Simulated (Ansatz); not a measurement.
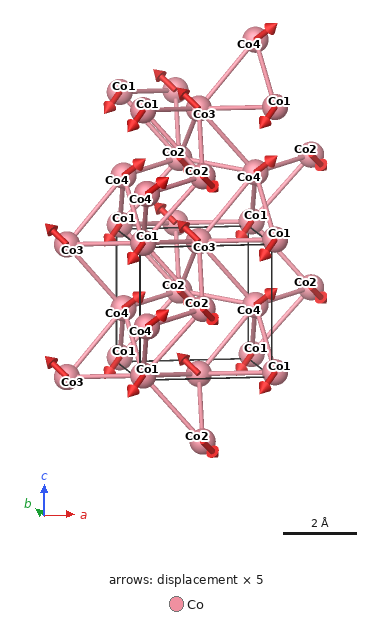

A relaxation of a crystal of Co (built on the N_198 type) (coarse preliminary run). The starting structure is drawn; red arrows show the displacements (the part carried along by the change of the cell is left out), 5 times their true length.

The picture is a ball-and-stick view of the cell of the calculation, repeated 1 × 1 × 2 with one cell outlined, seen slightly off an axis.

Case: N type (P2_13, No. 198).

All numbers below come from DFT PBE, scalar-relativistic, plane waves, PAW in Ansatz.

Input file:
```yaml
crystal:
  lattice:
    - [3.69351034, 0.0, 0.0]
    - [0.0, 3.69351034, 0.0]
    - [0.0, 0.0, 3.69351034]
  atoms:
    - { symbol: Co, position: [0.03, 0.03, 0.03], spin: 2.02 }
    - { symbol: Co, position: [0.47, 0.97, 0.53], spin: 2.02 }
    - { symbol: Co, position: [0.53, 0.47, 0.97], spin: 2.02 }
    - { symbol: Co, position: [0.97, 0.53, 0.47], spin: 2.02 }
basis:
  ecutwfc: 420
kpoints:
  mp_grid: { grid: [6, 6, 6] }
hamiltonian:
  xc: pbe
scf:
  occupations: { method: gaussian, width: 0.1 }
  lower_state_search: "off"
output:
  forces: true
  stress: true
  eigenvalues: true
  populations: true
magnetization:
  spin_polarized: true
relax:
  adjacent_minimum: "off"
  f_tol: 0.04
  max_steps: 70
  cell: { stress_tol: 0.4 }
```

Question: What happened in the run?

Answer: The energy falls by 191 meV per atom in 3 accepted moves (4 points after the start). The largest force component goes from 0.39 to under 0.0001 eV/Å. Pressure: −17.18 GPa at the start and 0.10 GPa at the end. The SCF was repeated once at an unchanged geometry on a basis and grid sized afresh for the cell, which shifted the energy by 1.5 meV per atom at most. The largest moves relative to the cell, 0.18 Å, are those of Co1, Co2, Co3 and Co4. Co3 goes along [−1 1 1]. Cell: a = b = c 3.694 → 3.526 Å (−4.5 %). Volume −13.0 %. Some distances before and after: Co1–Co2 2.782 → 2.494 Å, Co1–Co2 (another image) 2.470 → 2.494 Å. Bond angles that change, for instance: Co2–Co1–Co3 68.5° → 60.0°, Co2–Co1–Co4 128.2° → 120.0°, Co2–Co1–Co2 96.8° → 90.0°. The space group (tolerance 0.01 Å) goes from P2_13 (No. 198) to Fm-3m (No. 225). The run took of the order of 40 core-seconds on a shared host.
